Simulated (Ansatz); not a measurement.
# Geometry relaxation, with input and output: Ti₂B₃ (part 2 of 2)

The same run, continued: Ti₂B₃ (Pn-3m, 10 atoms in the cell); DFT PBE, scalar-relativistic, plane waves, PAW, no spin polarisation (Ansatz 0.2.0); cutoff 420 eV, 8×8×8 k-mesh, Gaussian smearing of 0.1 eV. The structure was made by a generator, so it may or may not be a known phase.

Geometry of the input (Å; fractional positions):
```
5.0484  0.0000  0.0000
0.0000  5.0484  0.0000
0.0000  0.0000  5.0484
Ti 0.2500  0.2500  0.2500
Ti 0.2500  0.7500  0.7500
Ti 0.7500  0.7500  0.2500
Ti 0.7500  0.2500  0.7500
B  0.0000  0.5000  0.5000
B  0.0000  0.5000  0.0000
B  0.5000  0.0000  0.5000
B  0.0000  0.0000  0.5000
B  0.5000  0.0000  0.0000
B  0.5000  0.5000  0.0000
```

### Output, continued
```
--- Per-component energies (eV) ---
  E_band       = -735.169448
  E_kinetic    = 1355.971041
  E_local      = -4228.411064  (includes V_loc(G=0)·N_el)
  E_nonlocal   = 109.606676
  E_hartree    = 1716.943249
  E_xc         = -575.082602
  E_vxc        = -706.720690  (∫ρ·V_xc dr)
  E_paw        = -4661.685145  (= ΣΔE_a)
  E_vpaw       = -699.502313  (= ΣTr[D̂ρ^β])
  E_aug_tail   = 0.000402  (compensation charges beyond the density's cutoff)
  E_ewald      = -4644.581375
  E_smearing   = -0.037564  (= −TS)
  E_closure    = -0.000000  (closes the sum)
  Σ components = -10927.276383   (vs F -10927.276383, Δ=0.00e0)
--- Forces (eV/Å), atoms counted from 1 ---
  atom   1  Ti     0.00000000    -0.00000000     0.00000000
  atom   2  Ti     0.00000000     0.00000000     0.00000000
  atom   3  Ti     0.00000000     0.00000000     0.00000000
  atom   4  Ti     0.00000000     0.00000000     0.00000000
  atom   5  B      0.00000000    -0.00000000    -0.00000000
  atom   6  B     -0.00000000     0.00000000    -0.00000000
  atom   7  B      0.00000000    -0.00000000    -0.00000000
  atom   8  B     -0.00000000     0.00000000     0.00000000
  atom   9  B     -0.00000000     0.00000000     0.00000000
  atom  10  B      0.00000000    -0.00000000    -0.00000000
  max |Σ_I F_I| component: 1.16e-18 eV/Å
--- Stress (GPa, compression-positive) ---
        0.016676       0.000000       0.000000
        0.000000       0.016676       0.000000
        0.000000       0.000000       0.016676
  P = ⅓ Tr σ = 0.0167 GPa (0.167 kbar)
--- Band table (eV; the first three rows and the last of 35) ---
  k-point 0: bands = ["-47.0686", "-47.0548", "-47.0548", "-47.0548", "-23.4744", "-23.4744", "-23.4042", "-23.4042", "-23.4042", "-23.3714", "-23.3714", "-23.3714", "-23.3597", "-23.2917", "-23.2917", "-23.2917", "-0.3158", "3.4389", "3.4389", "4.2932", "4.2932", "4.7519", "4.7519", "4.7519", "7.0102", "7.3811", "7.3811", "7.3811", "8.0161", "8.0161", "8.0161", "8.8334", "10.2358", "10.2358", "10.2358", "10.4664", "10.4664", "10.4664", "10.9789", "10.9789", "11.1967", "11.1967", "11.1967"]
  k-point 1: bands = ["-47.0680", "-47.0553", "-47.0548", "-47.0548", "-23.4718", "-23.4704", "-23.4068", "-23.4032", "-23.4032", "-23.3752", "-23.3719", "-23.3719", "-23.3574", "-23.2946", "-23.2923", "-23.2923", "-0.2313", "3.0549", "3.4559", "4.2326", "4.3317", "4.8358", "4.8358", "4.9791", "6.9614", "7.4066", "7.4066", "7.6009", "7.7929", "7.7929", "8.1489", "8.7596", "9.8912", "9.8912", "10.1964", "10.3624", "10.7354", "10.7354", "11.0055", "11.0287", "11.2259", "11.3309", "11.3309"]
  k-point 2: bands = ["-47.0665", "-47.0568", "-47.0548", "-47.0548", "-23.4642", "-23.4590", "-23.4145", "-23.4006", "-23.4006", "-23.3859", "-23.3732", "-23.3732", "-23.3506", "-23.3027", "-23.2938", "-23.2938", "0.0186", "2.3479", "3.5086", "4.0819", "4.4440", "5.0806", "5.0806", "5.1529", "7.1299", "7.2811", "7.2811", "7.4788", "7.4788", "8.0059", "8.5004", "8.5668", "9.3874", "9.3874", "10.0581", "10.0648", "11.0112", "11.0112", "11.0820", "11.1385", "11.2789", "11.6179", "11.7356"]
  k-point 34: bands = ["-47.0585", "-47.0585", "-47.0585", "-47.0573", "-23.4733", "-23.4733", "-23.4733", "-23.3726", "-23.3726", "-23.3726", "-23.3705", "-23.3705", "-23.3661", "-23.2905", "-23.2905", "-23.2905", "2.0560", "2.0560", "2.0560", "3.2854", "3.2854", "3.2854", "6.4798", "6.7100", "7.1037", "7.1037", "7.1037", "7.4868", "7.4868", "8.7787", "8.7787", "8.7787", "11.0043", "11.2691", "11.2691", "11.2866", "11.2866", "11.2866", "11.3446", "11.3446", "11.3446", "11.3706", "11.3706"]
--- Relaxed structure (2 steps of the walk, 2 accepted, 1 SCFs on fresh bases) ---
  F+E_penalty+E_count = -10927.27638334 eV   max|allowed force component| = 1.388e-17 eV/Å   (the final SCF, on the basis selected at the relaxed cell)
  cell:  # Å, volume = 128.7130 Å³
    - [5.049024239633411, -8.024708101613482e-36, -8.024708101613482e-36]
    - [-8.024708101613482e-36, 5.049024239633411, -8.024708101613482e-36]
    - [-1.6049416203226965e-35, -8.024708101613482e-36, 5.049024239633411]
  atoms:
    - { symbol: Ti, position: [0.24999999999999997, 0.24999999999999997, 0.24999999999999997] }
    - { symbol: Ti, position: [0.24999999999999997, 0.7499999999999999, 0.7499999999999999] }
    - { symbol: Ti, position: [0.7499999999999999, 0.7499999999999999, 0.24999999999999997] }
    - { symbol: Ti, position: [0.7499999999999999, 0.24999999999999997, 0.7499999999999999] }
    - { symbol: B, position: [-2.359513969437698e-36, 0.49999999999999994, 0.49999999999999994] }
    - { symbol: B, position: [6.209247287993943e-37, 0.49999999999999994, 4.4905276386772196e-36] }
    - { symbol: B, position: [0.49999999999999994, -7.873325561176315e-37, 0.49999999999999994] }
    - { symbol: B, position: [1.217012468446813e-36, 1.2865560380723451e-36, 0.49999999999999994] }
    - { symbol: B, position: [0.49999999999999994, 5.0419087978510824e-37, -2.861221150307609e-36] }
    - { symbol: B, position: [0.49999999999999994, 0.49999999999999994, 3.1791346114529017e-37] }
```

### Trajectory as extended XYZ (Å, eV, eV/Å), 3 frames, from step=1 to step=3
```
10
Lattice="5.0484 0.0000 0.0000 0.0000 5.0484 0.0000 0.0000 0.0000 5.0484" Properties=species:S:1:pos:R:3:forces:R:3 step=1 energy=-10927.27638 pressure_GPa=0.07
Ti    1.2621    1.2621    1.2621    0.0000   0.0000   0.0000
Ti    1.2621    3.7863    3.7863    0.0000   0.0000   0.0000
Ti    3.7863    3.7863    1.2621    0.0000   0.0000   0.0000
Ti    3.7863    1.2621    3.7863    0.0000   0.0000   0.0000
B     0.0000    2.5242    2.5242    0.0000   0.0000   0.0000
B     0.0000    2.5242    0.0000    0.0000   0.0000   0.0000
B     2.5242    0.0000    2.5242    0.0000   0.0000   0.0000
B     0.0000    0.0000    2.5242    0.0000   0.0000   0.0000
B     2.5242    0.0000    0.0000    0.0000   0.0000   0.0000
B     2.5242    2.5242    0.0000    0.0000   0.0000   0.0000
10
Lattice="5.0490 0.0000 0.0000 0.0000 5.0490 0.0000 0.0000 0.0000 5.0490" Properties=species:S:1:pos:R:3:forces:R:3 step=2 energy=-10927.27636 pressure_GPa=0.02
Ti    1.2623    1.2623    1.2623    0.0000   0.0000   0.0000
Ti    1.2623    3.7868    3.7868    0.0000   0.0000   0.0000
Ti    3.7868    3.7868    1.2623    0.0000   0.0000   0.0000
Ti    3.7868    1.2623    3.7868    0.0000   0.0000   0.0000
B     0.0000    2.5245    2.5245    0.0000   0.0000   0.0000
B     0.0000    2.5245    0.0000    0.0000   0.0000   0.0000
B     2.5245    0.0000    2.5245    0.0000   0.0000   0.0000
B     0.0000    0.0000    2.5245    0.0000   0.0000   0.0000
B     2.5245    0.0000    0.0000    0.0000   0.0000   0.0000
B     2.5245    2.5245    0.0000    0.0000   0.0000   0.0000
10
Lattice="5.0490 0.0000 0.0000 0.0000 5.0490 0.0000 0.0000 0.0000 5.0490" Properties=species:S:1:pos:R:3:forces:R:3 step=3 energy=-10927.27638 pressure_GPa=0.02
Ti    1.2623    1.2623    1.2623    0.0000   0.0000   0.0000
Ti    1.2623    3.7868    3.7868    0.0000   0.0000   0.0000
Ti    3.7868    3.7868    1.2623    0.0000   0.0000   0.0000
Ti    3.7868    1.2623    3.7868    0.0000   0.0000   0.0000
B     0.0000    2.5245    2.5245    0.0000   0.0000   0.0000
B     0.0000    2.5245    0.0000    0.0000   0.0000   0.0000
B     2.5245    0.0000    2.5245    0.0000   0.0000   0.0000
B     0.0000    0.0000    2.5245    0.0000   0.0000   0.0000
B     2.5245    0.0000    0.0000    0.0000   0.0000   0.0000
B     2.5245    2.5245    0.0000    0.0000   0.0000   0.0000
```

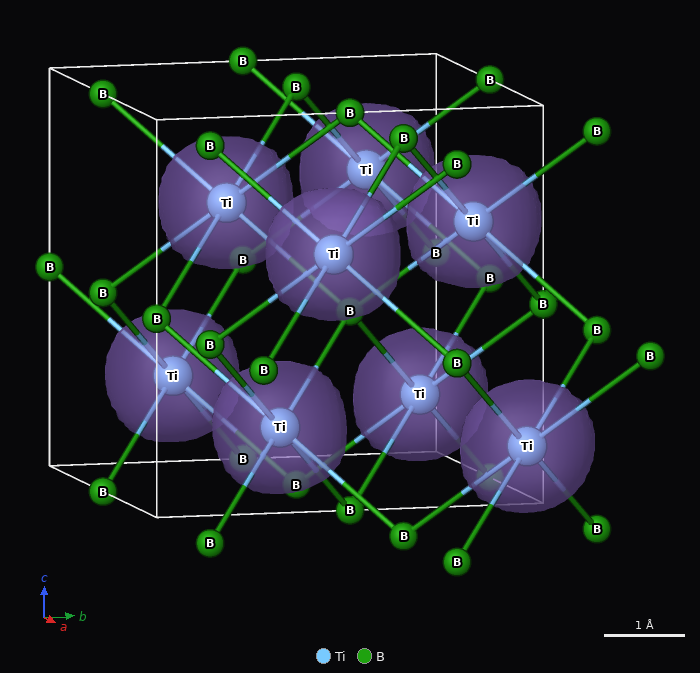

Isosurface of the valence charge density (pseudo) at 0.8 e/Å³ (purple), seen slightly off an axis. Sticks mark near contacts. The outline is the cell set on symmetry axes. At this value the density breaks into separate islands; it holds about 50 % of the electrons treated as valence (semicore included). It is pinched off along the Ti–B (2.19 Å) contacts. On the grid the lowest density along these lines, outside the cores, is 0.45 e/Å³ (Ti–B, 2.19 Å). In a PAW calculation such maps are meaningful between the atoms, not at the nuclei.

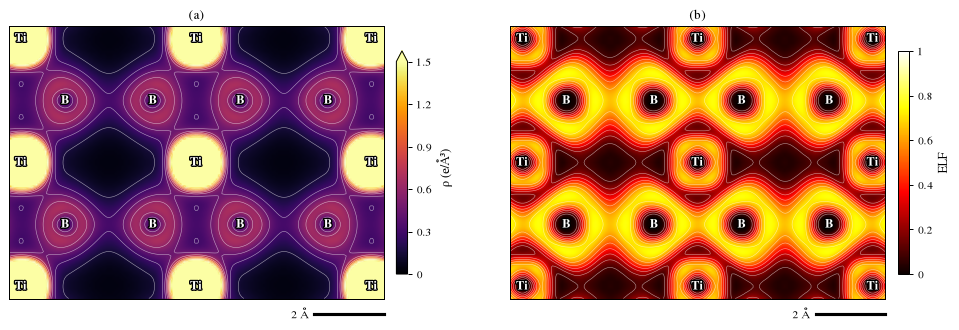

(a) valence pseudo-density; (b) ELF on the (110) plane of the conventional cell. The section cuts through Ti and B sites. Ti–B (2.19 Å): ρ is about 0.46 e/Å³ halfway; the ELF is about 0.30 at the midpoint. Away from the nuclei the density in this plane falls to 0.04 e/Å³ at its lowest. The strong features right at Ti lie inside the PAW spheres (semicore, d or f shells) and say nothing about bonding.
